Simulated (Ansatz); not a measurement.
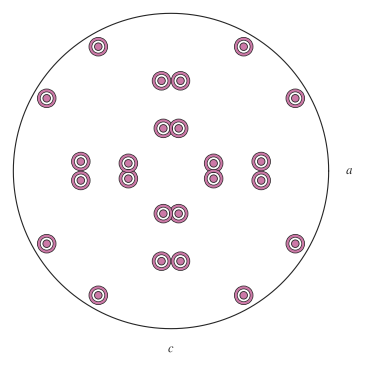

Stereographic projection: filled dots lie in the upper hemisphere, open rings in the lower. The b axis points at the viewer. The poles are all faces of one general form. Computed from the symmetry operations of a computed or model structure of composition Ni, which need not be its known form.

**Name the crystal class.**

m-3m (Oh), order 48, cubic system: three fourfold axes, four threefold axes, six twofold axes, nine mirror planes, an inversion centre.

**Can such a crystal be piezoelectric, pyroelectric or chiral?**

It is centrosymmetric, so neither piezoelectric nor pyroelectric; it is not chiral.
